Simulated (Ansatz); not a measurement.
## Run report: Al$_{47}$GaN$_{48}$, geometry relaxation (part 2 of 2)

Al$_{47}$GaN$_{48}$ (defect cell, 96 atoms in the cell); DFT, PBEsol, PAW, plane waves (Ansatz 0.2.0); cutoff 420 eV, 1×1×1 k-mesh, Fermi–Dirac smearing of 0.01 eV. 

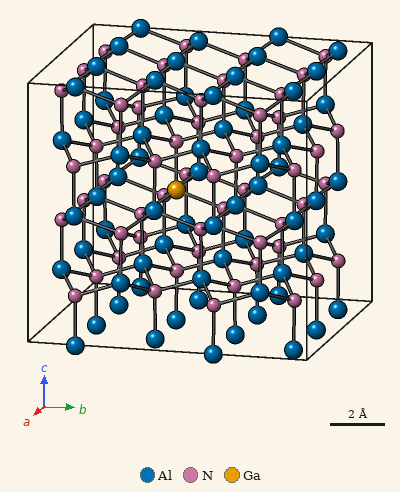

Fig. 1: The input geometry (ball-and-stick view of the cell of the calculation, seen slightly off an axis).

### Output, continued
```
--- Forces (eV/Å), atoms counted from 1 ---
  atom   1  Al     0.00133816    -0.00256589    -0.00810251
  atom   2  Al     0.00030227     0.00404984     0.00010720
  atom   3  Al     0.02554571     0.01782168     0.00021447
  atom   4  Al     0.00575874     0.01081900     0.00351505
  atom   5  Al     0.00628654    -0.01384612    -0.00152679
  atom   6  Al     0.00647895     0.01943869    -0.00288227
  atom   7  Al     0.02223921     0.01282800    -0.00304487
  atom   8  Al     0.00417623     0.01209073    -0.00637976
  atom   9  Al    -0.00559785    -0.00748934    -0.00745617
  atom  10  Al     0.00740607    -0.01352744    -0.00630497
  atom  11  Al     0.01219586    -0.01177384    -0.00258184
  atom  12  Al     0.00037867    -0.00222679    -0.01700763
  atom  13  Al    -0.00583107     0.00166398     0.01358313
  atom  14  Al    -0.00258979     0.01614867    -0.00136650
  atom  15  Al    -0.02506190     0.01710007    -0.00035335
  atom  16  Al    -0.00661898     0.01145251    -0.00841788
  atom  17  Al    -0.01204839    -0.01902351    -0.01220572
  atom  18  Al     0.00072969    -0.01850899     0.00142671
  atom  19  Al     0.00120675    -0.00934069    -0.00981647
  atom  20  Al     0.01397283    -0.00182206    -0.00061374
  atom  21  Al     0.01724392    -0.00399546     0.00177979
  atom  22  Al    -0.02257408    -0.01002014    -0.00520442
  atom  23  Al    -0.01197704    -0.00432531    -0.00540575
  atom  24  Al    -0.00279059     0.00113942     0.00124001
  atom  25  Al     0.00874677    -0.00636187    -0.00212523
  atom  26  Al    -0.00036784     0.00287793     0.00516366
  atom  27  Al     0.00024874    -0.00245994    -0.00139070
  atom  28  Al     0.00008268    -0.00182623    -0.00208621
  atom  29  Al    -0.01448146     0.00123133    -0.00179459
  atom  30  Al     0.00149053     0.00707333    -0.00198946
  atom  31  Al    -0.00537129     0.00760639    -0.00773759
  atom  32  Al    -0.00176740    -0.01894526     0.01102717
  atom  33  Al    -0.00089122    -0.01090458    -0.00582765
  atom  34  Al     0.00318285     0.01820310     0.00716406
  atom  35  Al    -0.00302060     0.02727414     0.02060054
  atom  36  Al     0.00246779     0.00754115    -0.00385455
  atom  37  Al     0.00506484    -0.00497584     0.02455584
  atom  38  Al     0.00716014    -0.01803595     0.00533447
  atom  39  Al     0.02482452     0.00469659     0.02514498
  atom  40  Al     0.01333933     0.00844972    -0.00395188
  atom  41  Al    -0.00213268     0.00910300    -0.00252966
  atom  42  Al    -0.00370733     0.00538216    -0.00784645
  atom  43  Al     0.00479146    -0.01254337     0.01890611
  atom  44  Al     0.00282563    -0.00709661    -0.01108346
  atom  45  Al    -0.01253839    -0.00280071     0.02744314
  atom  46  Al    -0.00259358    -0.00255947    -0.00151858
  atom  47  Al    -0.00040104    -0.01745759     0.02917088
  atom  48  N     -0.00422362    -0.00809791    -0.00202775
  atom  49  N      0.00181787    -0.01317111     0.00528091
  atom  50  N     -0.00164511    -0.00309996     0.00320614
  atom  51  N     -0.00100545    -0.01549008     0.00474044
  atom  52  N      0.00193877    -0.01908149    -0.00393004
  atom  53  N     -0.00673343    -0.00744976     0.00157000
  atom  54  N     -0.01168323     0.01968953    -0.00057904
  atom  55  N      0.00101417     0.00660676     0.01008958
  atom  56  N     -0.00495963    -0.00082112    -0.01423287
  atom  57  N      0.00434917     0.00152395     0.02323991
  atom  58  N      0.01082314    -0.01491875    -0.02625148
  atom  59  N      0.00479738     0.00081148    -0.00396352
  atom  60  N      0.00676139     0.00025878    -0.00690490
  atom  61  N     -0.00977920     0.01143315     0.00983888
  atom  62  N     -0.01417017     0.01678686    -0.00154251
  atom  63  N     -0.00803851     0.00622944     0.00709102
  atom  64  N     -0.01835001     0.00248012    -0.00072660
  atom  65  N      0.00404307    -0.00754700     0.01043351
  atom  66  N      0.00787154     0.00843819     0.00185199
  atom  67  N      0.00572898     0.00728683    -0.00632371
  atom  68  N      0.00631752     0.00168783    -0.01229274
  atom  69  N     -0.00119840     0.00053639     0.00160914
  atom  70  N      0.00200079     0.01219858    -0.01761582
  atom  71  N      0.00565649     0.01068242    -0.00297641
  atom  72  N     -0.01137699     0.01637096     0.00658955
  atom  73  N     -0.00253515     0.00051864    -0.00552429
  atom  74  N     -0.00566975    -0.01661313    -0.00033606
  atom  75  N     -0.01116168    -0.01918738     0.00284617
  atom  76  N     -0.00330826     0.00706662    -0.00274423
  atom  77  N      0.00433031    -0.00157666    -0.00775971
  atom  78  N     -0.01248244    -0.01931311     0.01312773
  atom  79  N     -0.01001992    -0.01660688     0.01157350
  atom  80  N     -0.00714554    -0.00543565    -0.00189913
  atom  81  N     -0.00611048    -0.00444987    -0.00244484
  atom  82  N     -0.00023131     0.00471851    -0.00029044
  atom  83  N     -0.00827620     0.00369552    -0.00528358
  atom  84  N      0.01703855    -0.00038025    -0.00301925
  atom  85  N     -0.00175590    -0.00238097    -0.01832402
  atom  86  N     -0.00234337    -0.00620670     0.01124637
  atom  87  N      0.00321675    -0.02804445     0.00126222
  atom  88  N      0.00801999     0.00421883     0.00892236
  atom  89  N      0.00391248    -0.00795688    -0.00203543
  atom  90  N     -0.00542185     0.01883216     0.00794106
  atom  91  N     -0.00850760     0.02274201    -0.02292494
  atom  92  N     -0.00452518    -0.00152196     0.00728998
  atom  93  N      0.00516224     0.00288049    -0.00288926
  atom  94  N      0.00697963     0.01017486     0.01099093
  atom  95  N      0.01488834     0.02582275    -0.00642467
  atom  96  Ga    -0.00114836    -0.00389194    -0.02313415
  max |Σ_I F_I| component: 3.11e-4 eV/Å
--- Band table (eV) ---
  k-point 0: bands = ["-7.8903", "-7.5144", "-7.4389", "-7.3953", "-7.0992", "-7.0669", "-6.9922", "-6.8797", "-6.7510", "-6.7228", ... 83 levels left out ..., "3.1481", "3.3750", "3.4217", "3.4500", "3.4617", "3.5717", "3.6223", "3.6592", "3.7114", "3.7667", "3.8058", "3.8137", "3.9292", "4.0113", "4.0944", "4.1063", "4.1268", "4.1664", "4.3892", "4.4066", "4.5182", "4.5351", "4.5479", "4.5766", "4.5956", "4.6800", "4.6859", "4.7027", "4.7377",
      "4.7547", "4.7808", "4.8009", "4.8120", "4.8509", "4.8626", "4.8939", "4.9267", "4.9796", "5.0256", "5.0697", "5.0929", "5.1671", "5.2111", "5.2744", "5.3646", "5.4037", "5.4145", "5.4280", "5.4365", "5.4581", "5.4730", "5.5235", "5.5382", "5.5527", "5.5794", "5.5850", "5.6028", "5.6607", "5.6788", "5.7317", "5.7738", "5.7930", "5.7997", "5.8067", "5.8224", "5.8366", "5.8437", "5.8709", "5.9072",
      "5.9670", "5.9799", "6.0202", "6.0590", "6.0927", "6.1198", "6.1223", "6.1540", "6.2052", "6.2118", "6.2145", "6.2287", "6.2332", "6.2417", "6.2543", "6.2601", "6.2695", "6.2884", "6.2983", "6.3115", "6.3263", "6.3399", "6.3606", "6.3772", "6.4238", "6.4322", "6.4581", "6.5553", "6.5714", "6.6003", "6.6200", "6.7426", "6.8055", "6.8442", "6.9242", "11.9243", "12.1687", "12.2834", "12.3378", "12.4382",
      "12.4865", "12.5797", "12.6466", "12.6781", "12.8571", "12.9400", "12.9450", "13.0165", "13.0669", "13.0792", "13.0910", "13.1164", "13.1458", "13.1659", "13.2314", "13.2441", "13.2760", "13.2948", "13.3032", "13.3285", "13.3613", "13.3767", "13.4114", "13.4296", "13.4704", "13.6372", "13.6708", "13.7103", "13.8039", "13.9889", "14.0410", "14.0923", "14.1357", "14.1766", "14.1865", "14.2676", "14.2866", "14.3065", "14.4513", "14.7968",
      "14.8947", "14.9259", "15.0174", "15.1379", "15.2071", "15.2788", "15.3639", "15.4459", "15.5184", "15.5388", "15.5510", "15.5949", "15.6464", "15.6898", "15.7871", "15.8274", "15.8639", "15.9269", "15.9457", "15.9585", "15.9688", "15.9992", "16.0129", "16.0503", "16.0631", "16.0645", "16.0828", "16.3148", "16.4369", "16.4991", "16.5519", "16.5897", "16.6559", "16.6615", "16.7192", "16.7457", "16.8130", "16.8547", "16.8824", "16.8976",
      "16.9149", "16.9273", "16.9331", "16.9519", "16.9714", "16.9883", "17.0205", "17.0573", "17.0995", "17.1153", "17.3666"]
--- Relaxed structure (4 steps of the walk, 4 accepted, 0 SCFs on fresh bases) ---
  F+E_penalty+E_count = -46702.86073438 eV   max|allowed force component| = 2.917e-2 eV/Å
  atoms:
    - { symbol: Al, position: [0.16653863739144403, 0.08306899631564406, 0.24841193407159015] }
    - { symbol: Al, position: [0.16646389780892393, 0.08309840596326229, 0.7483502229984353] }
    - { symbol: Al, position: [0.999870973571449, 0.33322686051887024, 0.24853166711828384] }
    - { symbol: Al, position: [-3.3373841815687566e-5, 0.3331634840543395, 0.7483024411163722] }
    - { symbol: Al, position: [0.49989131997677777, 0.08323550324898651, 0.24852691135245536] }
    - { symbol: Al, position: [0.4998381124341785, 0.08308653225434517, 0.7484100627504827] }
    - { symbol: Al, position: [0.3328321973202193, 0.3330621205836739, 0.24748037983412743] }
    - { symbol: Al, position: [0.3325437457861386, 0.3327704690239089, 0.7498112133410731] }
    - { symbol: Al, position: [0.16669305243055627, 0.5833154129845913, 0.2486016822575906] }
    - { symbol: Al, position: [0.16668636581572135, 0.5832592983867102, 0.7485382823901607] }
    - { symbol: Al, position: [0.9998825809359588, 0.8331286536852291, 0.248386024545052] }
    - { symbol: Al, position: [-5.424983229634455e-5, 0.8330635230380626, 0.7485165070059547] }
    - { symbol: Al, position: [0.833416801584603, 0.08304082417963589, 0.24830333903420077] }
    - { symbol: Al, position: [0.8333605323352828, 0.08298470575905302, 0.7483868571590813] }
    - { symbol: Al, position: [0.6670598908047688, 0.33296896904857487, 0.2474212201057418] }
    - { symbol: Al, position: [0.6674214546437773, 0.3326873251318848, 0.7498135525823578] }
    - { symbol: Al, position: [0.5000034754026547, 0.5836860332724807, 0.24759868410890448] }
    - { symbol: Al, position: [0.49998242898886297, 0.5839919875203345, 0.7497971716614211] }
    - { symbol: Al, position: [0.3331945902773377, 0.8333436325185992, 0.24848445718736112] }
    - { symbol: Al, position: [0.3331256144920316, 0.8332482289695443, 0.7484814533229508] }
    - { symbol: Al, position: [0.8331954627251883, 0.5832310356836496, 0.24840536577961406] }
    - { symbol: Al, position: [0.8334564809568628, 0.5832039770679741, 0.7485725145553133] }
    - { symbol: Al, position: [0.6667256259030445, 0.8332981084663599, 0.248458565163136] }
    - { symbol: Al, position: [0.6665894806577842, 0.8332091359521518, 0.7484076665951139] }
    - { symbol: Al, position: [0.999886413628999, 0.16659031087152332, 0.49828225951832394] }
    - { symbol: Al, position: [2.5332743225504833e-5, 0.1666263525840377, 0.9983636522949221] }
    - { symbol: Al, position: [0.3328821620739128, 0.16588861704087504, 0.498500799176713] }
    - { symbol: Al, position: [0.3331843660878286, 0.16623520533290498, -0.0014377431657889412] }
    - { symbol: Al, position: [0.16624108423189154, 0.4166353941569353, 0.49861936549140584] }
    - { symbol: Al, position: [0.16640846372725193, 0.4167121269771844, -0.0013672074309459344] }
    - { symbol: Al, position: [5.052708209056975e-5, 0.6664038354885419, 0.49844939139578986] }
    - { symbol: Al, position: [-7.149296426852999e-6, 0.6665914022476905, 0.9985261941036198] }
    - { symbol: Al, position: [0.6670294447165546, 0.1658701472076413, 0.49849864168467817] }
    - { symbol: Al, position: [0.6666559156216924, 0.1661223828131125, -0.0014524011800023117] }
    - { symbol: Al, position: [0.5000330081795789, 0.4164544640946554, -0.0015595081047306348] }
    - { symbol: Al, position: [0.3328960568228971, 0.6672042748176104, 0.4986230340676713] }
    - { symbol: Al, position: [0.3330132181837698, 0.6667501991015318, 0.9985563171226007] }
    - { symbol: Al, position: [0.16631362883654946, 0.916528559361394, 0.49834452391809264] }
    - { symbol: Al, position: [0.16642542287452167, 0.9164819531215188, 0.9982888465898343] }
    - { symbol: Al, position: [0.833913210951798, 0.4165780304967376, 0.4985782936847797] }
    - { symbol: Al, position: [0.8337165808414679, 0.416608496202677, -0.0014233954737524913] }
    - { symbol: Al, position: [0.6672087757407666, 0.6671587960991933, 0.49867322212515286] }
    - { symbol: Al, position: [0.666848256194256, 0.6667490106182515, 0.9984514679848759] }
    - { symbol: Al, position: [0.49991027653939785, 0.9165411508248661, 0.4984473168786338] }
    - { symbol: Al, position: [0.49996823984208394, 0.9164993356973044, 0.998369265258911] }
    - { symbol: Al, position: [0.8335376222226898, 0.916453422315556, 0.498427535520076] }
    - { symbol: Al, position: [0.8332921166247494, 0.9165677441921742, 0.9982245464967938] }
    - { symbol: N, position: [-2.1378639274385822e-7, 0.16662566550186875, 0.1893861849190202] }
    - { symbol: N, position: [0.9998776985221551, 0.1665590292132921, 0.6892859069209377] }
    - { symbol: N, position: [0.3332111619340532, 0.16619896608957452, 0.18920484992506734] }
    - { symbol: N, position: [0.33318778367985386, 0.166598718482787, 0.6894750065449309] }
    - { symbol: N, position: [0.1662544070690988, 0.4168602803383984, 0.1892713470577195] }
    - { symbol: N, position: [0.1667937411522242, 0.41657552286703237, 0.6895481226253377] }
    - { symbol: N, position: [1.0000128245577686, 0.6664371434720073, 0.18949866238398524] }
    - { symbol: N, position: [2.5010652474164022e-5, 0.666438853882437, 0.6893556966291784] }
    - { symbol: N, position: [0.6666924221455569, 0.1661093767606555, 0.1892753059433109] }
    - { symbol: N, position: [0.6666153905119059, 0.16644121332562892, 0.6894058983104467] }
    - { symbol: N, position: [0.4999315660462568, 0.4166309773639769, 0.18962115691710493] }
    - { symbol: N, position: [0.4999880502520678, 0.41649537460322167, 0.6953581973149835] }
    - { symbol: N, position: [0.332943982451076, 0.6668061463971829, 0.18930628046611764] }
    - { symbol: N, position: [0.3334300714281803, 0.666510464270794, 0.6895197728601513] }
    - { symbol: N, position: [0.16653674368604812, 0.916434763757008, 0.18929453025215232] }
    - { symbol: N, position: [0.1665252875201905, 0.9164416562337244, 0.6893559833160372] }
    - { symbol: N, position: [0.833702469694082, 0.41668294386516797, 0.1891828270122143] }
    - { symbol: N, position: [0.8331953690209064, 0.4165411546187271, 0.6894862667366048] }
    - { symbol: N, position: [0.66692982398007, 0.6667574567171779, 0.1891550745352215] }
    - { symbol: N, position: [0.6666458570983814, 0.6664624928948035, 0.6896356764224376] }
    - { symbol: N, position: [0.49993855446982266, 0.9165304554109428, 0.18949619859984312] }
    - { symbol: N, position: [0.49988241045168796, 0.9164637810465178, 0.6894106425922238] }
    - { symbol: N, position: [0.8333688119967382, 0.9164324500682359, 0.18930538032524988] }
    - { symbol: N, position: [0.8333128232557677, 0.9163467231853594, 0.6894574664597612] }
    - { symbol: N, position: [0.16630452863246367, 0.08281999827298013, 0.43932142385158696] }
    - { symbol: N, position: [0.16650518172912368, 0.08310831647580989, 0.9392914610819999] }
    - { symbol: N, position: [8.339161655936676e-5, 0.33327334812062887, 0.43945895590608025] }
    - { symbol: N, position: [1.000115205624475, 0.3332678666669449, 0.9391837715604554] }
    - { symbol: N, position: [0.499937264801794, 0.08320993137763422, 0.4395811995225055] }
    - { symbol: N, position: [0.4998880113856182, 0.08313068394893157, 0.9393303154029394] }
    - { symbol: N, position: [0.32975315727042587, 0.3313674453784344, 0.43779444049573424] }
    - { symbol: N, position: [0.33299150008198936, 0.33304746715253497, 0.9403436912388338] }
    - { symbol: N, position: [0.1668199274415565, 0.5832345971174583, 0.4396358581888185] }
    - { symbol: N, position: [0.1666085011635482, 0.5832997810412792, 0.9393663926363682] }
    - { symbol: N, position: [0.9999198888414601, 0.8329304516365775, 0.43938274438792074] }
    - { symbol: N, position: [-8.764057107494789e-5, 0.8331134960970416, 0.9393772225123965] }
    - { symbol: N, position: [0.8335345301805345, 0.08282157609626116, 0.4393330871342114] }
    - { symbol: N, position: [0.8334166253197746, 0.08316203868416591, 0.93938559677675] }
    - { symbol: N, position: [0.6703959017446725, 0.33128684404931363, 0.43776467265468044] }
    - { symbol: N, position: [0.6670698056785742, 0.3330342440521534, 0.940396768057678] }
    - { symbol: N, position: [0.5000027466939112, 0.5870487532401606, 0.4379356553832784] }
    - { symbol: N, position: [0.49990816357799833, 0.5835947013099486, 0.9403788076786468] }
    - { symbol: N, position: [0.33304261913696115, 0.833565172021264, 0.4394048198217559] }
    - { symbol: N, position: [0.33323247472504897, 0.8332108977958265, 0.9394467717957689] }
    - { symbol: N, position: [0.8333019768413285, 0.5831751138005207, 0.43947844409372583] }
    - { symbol: N, position: [0.8333562912686902, 0.5832216317423614, 0.9394088760154636] }
    - { symbol: N, position: [0.6668013005525093, 0.833548524896375, 0.4394060108179256] }
    - { symbol: N, position: [0.6665489762679417, 0.8332009037659615, 0.9393112722636925] }
    - { symbol: Ga, position: [0.5000965491631392, 0.4165881696011233, 0.4996737116563122] }
--- Löwdin populations: 96 sites ---
  site symbol       q [e]
     0     Al      1.9246
     1     Al      1.9255
     2     Al      1.9239
     3     Al      1.9254
     4     Al      1.9246
     5     Al      1.9252
     6     Al      1.9201
     7     Al      1.9194
     8     Al      1.9241
     9     Al      1.9249
    10     Al      1.9250
    11     Al      1.9249
    12     Al      1.9245
    13     Al      1.9255
    14     Al      1.9200
    15     Al      1.9198
    16     Al      1.9198
    17     Al      1.9193
    18     Al      1.9245
    19     Al      1.9254
    20     Al      1.9243
    21     Al      1.9248
    22     Al      1.9245
    23     Al      1.9251
    24     Al      1.9239
    25     Al      1.9245
    26     Al      1.9207
    27     Al      1.9245
    28     Al      1.9207
    29     Al      1.9244
    30     Al      1.9251
    31     Al      1.9247
    32     Al      1.9204
    33     Al      1.9248
    34     Al      1.9227
    35     Al      1.9206
    36     Al      1.9244
    37     Al      1.9250
    38     Al      1.9247
    39     Al      1.9209
    40     Al      1.9244
    41     Al      1.9210
    42     Al      1.9243
    43     Al      1.9244
    44     Al      1.9247
    45     Al      1.9252
    46     Al      1.9248
    47      N      6.0096
    48      N      6.0097
    49      N      6.0110
    50      N      6.0095
    51      N      6.0111
    52      N      6.0097
    53      N      6.0101
    54      N      6.0102
    55      N      6.0109
    56      N      6.0093
    57      N      6.0082
    58      N      5.9430
    59      N      6.0110
    60      N      6.0098
    61      N      6.0099
    62      N      6.0099
    63      N      6.0114
    64      N      6.0096
    65      N      6.0111
    66      N      6.0097
    67      N      6.0095
    68      N      6.0099
    69      N      6.0101
    70      N      6.0100
    71      N      6.0112
    72      N      6.0101
    73      N      6.0118
    74      N      6.0104
    75      N      6.0099
    76      N      6.0102
    77      N      5.9403
    78      N      6.0112
    79      N      6.0101
    80      N      6.0103
    81      N      6.0103
    82      N      6.0105
    83      N      6.0110
    84      N      6.0102
    85      N      5.9403
    86      N      6.0111
    87      N      5.9400
    88      N      6.0112
    89      N      6.0110
    90      N      6.0102
    91      N      6.0097
    92      N      6.0101
    93      N      6.0108
    94      N      6.0104
    95     Ga     12.2839
  spilling = 0.007851 (of n_electrons = 394.000000)
```

### Results in brief

```json
{"quantity": "outcome", "value": "converged"}
{"quantity": "electrons treated", "value": "394"}
{"quantity": "free energy", "value": "−46702.8607 eV"}
{"quantity": "Fermi energy", "value": "9.424 eV"}
{"quantity": "largest force (length of the vector) at the end", "value": "0.036 eV/Å"}
{"quantity": "hardware", "value": "7 CPU threads, shared host"}
{"quantity": "wall time", "value": "43 s (CPU time 4.5 min)"}
{"quantity": "peak memory", "value": "2 GiB"}
```

### Remarks

The k-point mesh is coarse for a cell of this size, so the results may not be converged.
